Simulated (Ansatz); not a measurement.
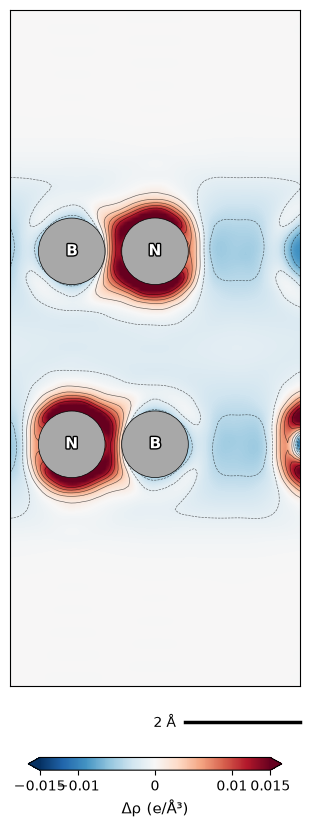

BN (slab). Difference of the valence pseudo-densities of two functionals at the same geometry, on the (110) plane of the calculation cell, a cut from vacuum to vacuum: PBE less LDA.

Both computed with Ansatz (plane waves, PAW), on the same k-point mesh. Grey discs cover the atomic cores.

What does the difference map show?

Against LDA, PBE gives more density around N (+0.010 e/Å³ on average at 0.8 Å from the nucleus) and a change of +0.011 e/Å³ at the midpoint of B–N.
